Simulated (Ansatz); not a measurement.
## Geometry relaxation of Ti$_{3}$O$_{5}$ (part 2 of 2)

Continued. System: Ti$_{3}$O$_{5}$ (16 atoms in the cell). Method: DFT PBEsol, scalar-relativistic, plane waves, PAW, no spin polarisation (Ansatz 0.2.0); cutoff 420 eV, 10×10×4 k-mesh, Gaussian smearing of 0.1 eV. The structure derives from an entry of the Crystallography Open Database. It belongs to a series of runs on one base structure; here: volume × 1.03, shape and atoms relaxed.

Geometry of the input (Å; fractional positions):
```
4.8596  -1.9441  0.0349
4.8596  1.9441  0.0349
-0.2477  0.0000  9.2648
Ti 0.0569  0.0569  0.3589
Ti 0.9431  0.9431  0.6411
Ti 0.7774  0.7774  0.2615
Ti 0.2226  0.2226  0.7385
Ti 0.1340  0.1340  0.0446
Ti 0.8660  0.8660  0.9554
O  0.9579  0.9579  0.1526
O  0.0421  0.0421  0.8474
O  0.8710  0.8710  0.4427
O  0.1290  0.1290  0.5573
O  0.2443  0.2443  0.2444
O  0.7557  0.7557  0.7556
O  0.5861  0.5861  0.3402
O  0.4139  0.4139  0.6598
O  0.6700  0.6700  0.0539
O  0.3300  0.3300  0.9461
```

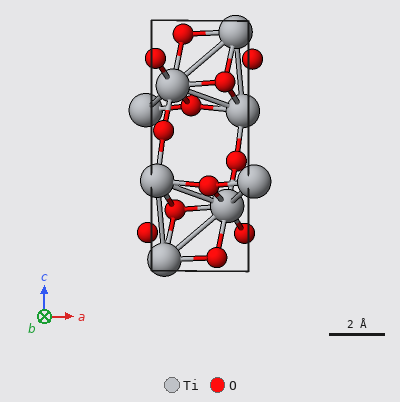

The geometry at step 4 of the log (ball-and-stick view of the reduced cell, along the b axis).

### Output, continued
```
--- Per-component energies (eV) ---
  E_band       = -1144.861908
  E_kinetic    = 3384.945489
  E_local      = -9300.865478  (includes V_loc(G=0)·N_el)
  E_nonlocal   = 519.927034
  E_hartree    = 3643.604534
  E_xc         = -1314.086569
  E_vxc        = -1671.356482  (∫ρ·V_xc dr)
  E_paw        = -7649.235575  (= ΣΔE_a)
  E_vpaw       = -1364.747359  (= ΣTr[D̂ρ^β])
  E_aug_tail   = 0.025580  (compensation charges beyond the density's cutoff)
  E_ewald      = -9760.628708
  E_core_change = 1.189185  (= ΣΔE_core)
  E_smearing   = -0.037456  (= −TS)
  E_closure    = -0.000000  (closes the sum)
  Σ components = -20475.161963   (vs F -20475.161963, Δ=0.00e0)
--- Forces (eV/Å), atoms counted from 1 ---
  atom   1  Ti    -0.00443401     0.00000000     0.00466012
  atom   2  Ti     0.00443401    -0.00000000    -0.00466012
  atom   3  Ti     0.00470452    -0.00000000    -0.00770769
  atom   4  Ti    -0.00470452     0.00000000     0.00770769
  atom   5  Ti    -0.00265800     0.00000000    -0.00288208
  atom   6  Ti     0.00265800    -0.00000000     0.00288208
  atom   7  O      0.00072775     0.00000000     0.00308571
  atom   8  O     -0.00072775    -0.00000000    -0.00308571
  atom   9  O     -0.00486328    -0.00000000     0.00602377
  atom  10  O      0.00486328     0.00000000    -0.00602377
  atom  11  O      0.00280634    -0.00000000     0.00013288
  atom  12  O     -0.00280634     0.00000000    -0.00013288
  atom  13  O      0.00429410     0.00000000    -0.00394837
  atom  14  O     -0.00429410    -0.00000000     0.00394837
  atom  15  O     -0.00332475    -0.00000000     0.00096642
  atom  16  O      0.00332475     0.00000000    -0.00096642
  max |Σ_I F_I| component: 1.30e-18 eV/Å
--- Stress (GPa, compression-positive) ---
       -4.777242       0.000000      -0.005468
        0.000000      -4.810981      -0.000000
       -0.005468      -0.000000      -4.845686
  P = ⅓ Tr σ = -4.8113 GPa (-48.113 kbar)
--- Band table (eV; the first three rows and the last of 117) ---
  k-point 0: bands = ["-46.7249", "-46.7208", "-46.6059", "-46.5792", "-46.5125", "-46.4410", "-23.3703", "-23.3201", "-23.1974", "-23.1889", "-23.1813", "-23.1317", "-23.1026", "-23.0459", "-23.0303", "-23.0282", "-23.0061", "-23.0015", "-22.9428", "-22.8599", "-22.8373", "-22.7612", "-22.7477", "-22.6148", "-9.1496", "-8.5569", "-8.2595", "-8.2493", "-8.0025", "-7.9858", "-7.7658", "-7.5153", "-7.3531", "-7.3338", "4.1337", "4.2984", "4.5188", "4.5883", "4.6284", "4.8755", "4.9690", "5.0604", "5.2497", "5.3590", "5.4381", "5.4921", "5.5482", "5.8216", "5.9423", "6.2103", "6.4361", "6.5920", "6.6716", "6.9397", "6.9852", "7.0231", "7.0642", "7.4204", "7.4717", "7.7915", "7.8152", "7.8208", "8.1809", "8.3114", "10.8428", "11.0624", "11.8265", "11.8296", "12.2574", "12.2714", "12.2724", "12.3486", "12.4334", "12.7067", "12.8016", "12.8284", "12.8663", "12.8709", "12.9831", "13.1594", "13.2452", "13.3970"]
  k-point 1: bands = ["-46.7243", "-46.7214", "-46.6060", "-46.5791", "-46.5125", "-46.4411", "-23.3677", "-23.3299", "-23.1975", "-23.1889", "-23.1687", "-23.1377", "-23.0995", "-23.0514", "-23.0320", "-23.0264", "-23.0064", "-23.0014", "-22.9326", "-22.8656", "-22.8258", "-22.7800", "-22.7421", "-22.6146", "-9.1156", "-8.6325", "-8.2614", "-8.2096", "-8.0272", "-7.9904", "-7.7266", "-7.5065", "-7.3733", "-7.3279", "4.0107", "4.2239", "4.5794", "4.6281", "4.6912", "4.9354", "5.0481", "5.0545", "5.1744", "5.3050", "5.4954", "5.5423", "5.5632", "5.8127", "5.9355", "6.2106", "6.4399", "6.6059", "6.6669", "6.8634", "6.8907", "7.0403", "7.2297", "7.3887", "7.4772", "7.6769", "7.8597", "7.8829", "8.1577", "8.2026", "10.9923", "11.1693", "11.7132", "11.8794", "11.9310", "12.0606", "12.3815", "12.4491", "12.4958", "12.6847", "12.7315", "12.7693", "12.9738", "12.9771", "13.0304", "13.1378", "13.2641", "13.3681"]
  k-point 2: bands = ["-46.7230", "-46.7227", "-46.6061", "-46.5790", "-46.5124", "-46.4411", "-23.3633", "-23.3408", "-23.1975", "-23.1888", "-23.1554", "-23.1404", "-23.1020", "-23.0562", "-23.0329", "-23.0253", "-23.0067", "-23.0013", "-22.9204", "-22.8682", "-22.8170", "-22.7964", "-22.7412", "-22.6145", "-9.0718", "-8.7107", "-8.2417", "-8.1953", "-8.0535", "-7.9948", "-7.6845", "-7.5004", "-7.3915", "-7.3256", "3.9321", "4.1544", "4.6280", "4.6428", "4.7357", "4.9843", "5.0488", "5.0850", "5.2127", "5.2883", "5.4694", "5.5782", "5.5801", "5.7516", "5.9972", "6.2109", "6.4449", "6.6115", "6.6597", "6.8318", "6.8684", "6.9985", "7.3152", "7.3499", "7.5757", "7.5776", "7.8671", "7.9084", "8.1057", "8.1196", "11.2329", "11.4019", "11.4829", "11.6162", "11.9016", "11.9728", "12.3927", "12.4815", "12.5901", "12.6383", "12.6711", "12.7283", "12.9782", "13.0821", "13.1126", "13.1211", "13.2758", "13.3445"]
  k-point 116: bands = ["-46.7164", "-46.7148", "-46.6142", "-46.5856", "-46.4917", "-46.4622", "-23.2898", "-23.2577", "-23.2262", "-23.2105", "-23.2014", "-23.1261", "-23.0650", "-23.0511", "-23.0469", "-23.0150", "-22.9952", "-22.9644", "-22.9524", "-22.8927", "-22.8606", "-22.8310", "-22.6978", "-22.6964", "-8.7465", "-8.5088", "-8.3140", "-8.2438", "-8.1565", "-8.0658", "-7.6978", "-7.6512", "-7.4249", "-7.3941", "4.1160", "4.2353", "4.5696", "4.5943", "4.6513", "4.8960", "4.9332", "5.0000", "5.0272", "5.4437", "5.5826", "5.7300", "5.7817", "6.0479", "6.0885", "6.3553", "6.3900", "6.5752", "6.5806", "6.7941", "6.9897", "7.0818", "7.1824", "7.1919", "7.2967", "7.6240", "7.7456", "7.7614", "7.8661", "8.3681", "10.8774", "11.3375", "11.4160", "11.5522", "11.5631", "11.8042", "12.4231", "12.4437", "12.5473", "12.7284", "12.8697", "12.9903", "13.0293", "13.0970", "13.1737", "13.1947", "13.3849", "13.3999"]
--- Relaxed structure (5 steps of the walk, 5 accepted, 1 SCFs on fresh bases) ---
  F+E_penalty+E_count = -20475.16196317 eV   max|allowed force component| = 7.708e-3 eV/Å   (the final SCF, on the basis selected at the relaxed cell)
  cell:  # Å, volume = 175.0875 Å³
    - [4.888257341837248, -1.9303458072659068, 0.02669850918682129]
    - [4.888257341837248, 1.9303458072659068, 0.02669850918682129]
    - [-0.26484930739978757, -2.4888456446939422e-18, 9.27616126623151]
  atoms:
    - { symbol: Ti, position: [0.05853113238741557, 0.05853113238741557, 0.3594917271054495] }
    - { symbol: Ti, position: [0.9414688676125845, 0.9414688676125845, 0.6405082728945509] }
    - { symbol: Ti, position: [0.7799071068434109, 0.7799071068434109, 0.2603646215215433] }
    - { symbol: Ti, position: [0.22009289315658923, 0.22009289315658923, 0.7396353784784572] }
    - { symbol: Ti, position: [0.13292575385927985, 0.13292575385927985, 0.04435278577424228] }
    - { symbol: Ti, position: [0.8670742461407203, 0.8670742461407203, 0.955647214225758] }
    - { symbol: O, position: [0.9591893124508164, 0.9591893124508164, 0.15206389027550765] }
    - { symbol: O, position: [0.04081068754918379, 0.04081068754918379, 0.8479361097244926] }
    - { symbol: O, position: [0.8750069041092429, 0.8750069041092429, 0.44020711214548786] }
    - { symbol: O, position: [0.1249930958907571, 0.1249930958907571, 0.5597928878545125] }
    - { symbol: O, position: [0.24372069740264368, 0.24372069740264368, 0.24345566364569823] }
    - { symbol: O, position: [0.7562793025973565, 0.7562793025973565, 0.756544336354302] }
    - { symbol: O, position: [0.5915117689258794, 0.5915117689258794, 0.3404332849741027] }
    - { symbol: O, position: [0.4084882310741205, 0.4084882310741205, 0.6595667150258975] }
    - { symbol: O, position: [0.6731397936761964, 0.6731397936761964, 0.05438774401417938] }
    - { symbol: O, position: [0.3268602063238038, 0.3268602063238038, 0.9456122559858212] }
```

### Trajectory as extended XYZ (Å, eV, eV/Å), 6 frames, from step=1 to step=6
```
16
Lattice="4.8596 -1.9441 0.0349 4.8596 1.9441 0.0349 -0.2477 0.0000 9.2648" Properties=species:S:1:pos:R:3:forces:R:3 step=1 energy=-20475.13481 pressure_GPa=-6.46
Ti    0.4638    0.0000    3.3288   -0.0063   0.0000   0.0956
Ti    9.0077    0.0000    6.0058    0.0063   0.0000  -0.0956
Ti    7.4913    0.0000    2.4770   -0.0440   0.0000   0.1207
Ti    1.9802    0.0000    6.8576    0.0440   0.0000  -0.1207
Ti    1.2910    0.0000    0.4227   -0.0045   0.0000   0.0107
Ti    8.1805    0.0000    8.9119    0.0045   0.0000  -0.0107
O     9.2721    0.0000    1.4807   -0.0041   0.0000  -0.0762
O     0.1993    0.0000    7.8539    0.0041   0.0000   0.0762
O     8.3552    0.0000    4.1624    0.2084   0.0000  -0.1589
O     1.1162    0.0000    5.1722   -0.2084   0.0000   0.1589
O     2.3136    0.0000    2.2814   -0.1658   0.0000  -0.0392
O     7.1579    0.0000    7.0532    0.1658   0.0000   0.0392
O     5.6124    0.0000    3.1926    0.1734   0.0000  -0.0548
O     3.8590    0.0000    6.1420   -0.1734   0.0000   0.0548
O     6.4988    0.0000    0.5458    0.1569   0.0000   0.0447
O     2.9727    0.0000    8.7888   -0.1569   0.0000  -0.0447
16
Lattice="4.8748 -1.9386 0.0301 4.8748 1.9386 0.0301 -0.2577 0.0000 9.2620" Properties=species:S:1:pos:R:3:forces:R:3 step=2 energy=-20475.15406 pressure_GPa=-5.66
Ti    0.4721    0.0000    3.3270   -0.0371   0.0000   0.0566
Ti    9.0199    0.0000    5.9951    0.0371   0.0000  -0.0566
Ti    7.5245    0.0000    2.4669   -0.0284   0.0000   0.0351
Ti    1.9675    0.0000    6.8553    0.0284   0.0000  -0.0351
Ti    1.2934    0.0000    0.4214   -0.0616   0.0000  -0.0098
Ti    8.1986    0.0000    8.9007    0.0616   0.0000   0.0098
O     9.3052    0.0000    1.4685    0.0064   0.0000  -0.0445
O     0.1868    0.0000    7.8537   -0.0064   0.0000   0.0445
O     8.3974    0.0000    4.1434    0.1030   0.0000  -0.0875
O     1.0946    0.0000    5.1788   -0.1030   0.0000   0.0875
O     2.3147    0.0000    2.2758   -0.0583   0.0000  -0.0154
O     7.1773    0.0000    7.0464    0.0583   0.0000   0.0154
O     5.6515    0.0000    3.1837    0.0852   0.0000  -0.0145
O     3.8405    0.0000    6.1385   -0.0852   0.0000   0.0145
O     6.5332    0.0000    0.5414    0.0774   0.0000   0.0188
O     2.9588    0.0000    8.7808   -0.0774   0.0000  -0.0188
16
Lattice="4.8851 -1.9329 0.0270 4.8851 1.9329 0.0270 -0.2641 0.0000 9.2697" Properties=species:S:1:pos:R:3:forces:R:3 step=3 energy=-20475.16083 pressure_GPa=-4.94
Ti    0.4782    0.0000    3.3328   -0.0344   0.0000   0.0208
Ti    9.0278    0.0000    5.9908    0.0344   0.0000  -0.0208
Ti    7.5479    0.0000    2.4598   -0.0050   0.0000  -0.0316
Ti    1.9582    0.0000    6.8639    0.0050   0.0000   0.0316
Ti    1.2893    0.0000    0.4186   -0.0318   0.0000  -0.0002
Ti    8.2167    0.0000    8.9051    0.0318   0.0000   0.0002
O     9.3289    0.0000    1.4631    0.0133   0.0000  -0.0121
O     0.1771    0.0000    7.8605   -0.0133   0.0000   0.0121
O     8.4284    0.0000    4.1300    0.0264   0.0000   0.0082
O     1.0777    0.0000    5.1937   -0.0264   0.0000  -0.0082
O     2.3134    0.0000    2.2709    0.0232   0.0000   0.0078
O     7.1926    0.0000    7.0527   -0.0232   0.0000  -0.0078
O     5.6846    0.0000    3.1871    0.0011   0.0000  -0.0032
O     3.8215    0.0000    6.1365   -0.0011   0.0000   0.0032
O     6.5602    0.0000    0.5375   -0.0026   0.0000   0.0170
O     2.9459    0.0000    8.7861    0.0026   0.0000  -0.0170
16
Lattice="4.8882 -1.9314 0.0279 4.8882 1.9314 0.0279 -0.2624 0.0000 9.2712" Properties=species:S:1:pos:R:3:forces:R:3 step=4 energy=-20475.16134 pressure_GPa=-4.85
Ti    0.4793    0.0000    3.3340   -0.0206   0.0000   0.0190
Ti    9.0345    0.0000    5.9931    0.0206   0.0000  -0.0190
Ti    7.5561    0.0000    2.4598   -0.0054   0.0000  -0.0216
Ti    1.9578    0.0000    6.8673    0.0054   0.0000   0.0216
Ti    1.2887    0.0000    0.4189   -0.0055   0.0000  -0.0045
Ti    8.2252    0.0000    8.9081    0.0055   0.0000   0.0045
O     9.3371    0.0000    1.4641   -0.0008   0.0000  -0.0036
O     0.1768    0.0000    7.8629    0.0008   0.0000   0.0036
O     8.4381    0.0000    4.1311    0.0042   0.0000   0.0089
O     1.0757    0.0000    5.1960   -0.0042   0.0000  -0.0089
O     2.3179    0.0000    2.2715    0.0134   0.0000  -0.0012
O     7.1960    0.0000    7.0556   -0.0134   0.0000   0.0012
O     5.6925    0.0000    3.1878   -0.0018   0.0000   0.0055
O     3.8214    0.0000    6.1393    0.0018   0.0000  -0.0055
O     6.5660    0.0000    0.5414   -0.0004   0.0000   0.0013
O     2.9479    0.0000    8.7856    0.0004   0.0000  -0.0013
16
Lattice="4.8883 -1.9303 0.0267 4.8883 1.9303 0.0267 -0.2648 0.0000 9.2762" Properties=species:S:1:pos:R:3:forces:R:3 step=5 energy=-20475.16152 pressure_GPa=-4.81
Ti    0.4770    0.0000    3.3378   -0.0043   0.0000   0.0046
Ti    9.0346    0.0000    5.9917    0.0043   0.0000  -0.0046
Ti    7.5558    0.0000    2.4568    0.0047   0.0000  -0.0077
Ti    1.9558    0.0000    6.8727   -0.0047   0.0000   0.0077
Ti    1.2878    0.0000    0.4185   -0.0026   0.0000  -0.0029
Ti    8.2239    0.0000    8.9110    0.0026   0.0000   0.0029
O     9.3373    0.0000    1.4618    0.0008   0.0000   0.0031
O     0.1744    0.0000    7.8678   -0.0008   0.0000  -0.0031
O     8.4379    0.0000    4.1302   -0.0049   0.0000   0.0060
O     1.0737    0.0000    5.1994    0.0049   0.0000  -0.0060
O     2.3183    0.0000    2.2713    0.0028   0.0000   0.0001
O     7.1934    0.0000    7.0582   -0.0028   0.0000  -0.0001
O     5.6928    0.0000    3.1895    0.0042   0.0000  -0.0038
O     3.8189    0.0000    6.1401   -0.0042   0.0000   0.0038
O     6.5666    0.0000    0.5405   -0.0032   0.0000   0.0010
O     2.9451    0.0000    8.7891    0.0032   0.0000  -0.0010
16
Lattice="4.8883 -1.9303 0.0267 4.8883 1.9303 0.0267 -0.2648 0.0000 9.2762" Properties=species:S:1:pos:R:3:forces:R:3 step=6 energy=-20475.16196 pressure_GPa=-4.81
Ti    0.4770    0.0000    3.3378   -0.0044   0.0000   0.0047
Ti    9.0346    0.0000    5.9917    0.0044   0.0000  -0.0047
Ti    7.5558    0.0000    2.4568    0.0047   0.0000  -0.0077
Ti    1.9558    0.0000    6.8727   -0.0047   0.0000   0.0077
Ti    1.2878    0.0000    0.4185   -0.0027   0.0000  -0.0029
Ti    8.2239    0.0000    8.9110    0.0027   0.0000   0.0029
O     9.3373    0.0000    1.4618    0.0007   0.0000   0.0031
O     0.1744    0.0000    7.8678   -0.0007   0.0000  -0.0031
O     8.4379    0.0000    4.1302   -0.0049   0.0000   0.0060
O     1.0737    0.0000    5.1994    0.0049   0.0000  -0.0060
O     2.3183    0.0000    2.2713    0.0028   0.0000   0.0001
O     7.1934    0.0000    7.0582   -0.0028   0.0000  -0.0001
O     5.6928    0.0000    3.1895    0.0043   0.0000  -0.0039
O     3.8189    0.0000    6.1401   -0.0043   0.0000   0.0039
O     6.5666    0.0000    0.5405   -0.0033   0.0000   0.0010
O     2.9451    0.0000    8.7891    0.0033   0.0000  -0.0010
```

### Results in brief

- outcome: converged
- space group (tolerance 0.01 Å): C2/m (12)
- electrons treated: 132
- free energy: −20475.1620 eV
- Fermi energy: 11.631 eV
- gap on the k-point mesh: none (metallic)
- pressure: −4.81 GPa
- final volume: 175.09 Å³
- largest force (length of the vector) at the end: 0.009 eV/Å
- final cell: a = 5.256 Å, b = 5.256 Å, c = 9.280 Å, α = 91.23°, β = 91.23°, γ = 43.10°
- wall time: 80 s (CPU time 5.3 min)
- peak memory: 1.6 GiB
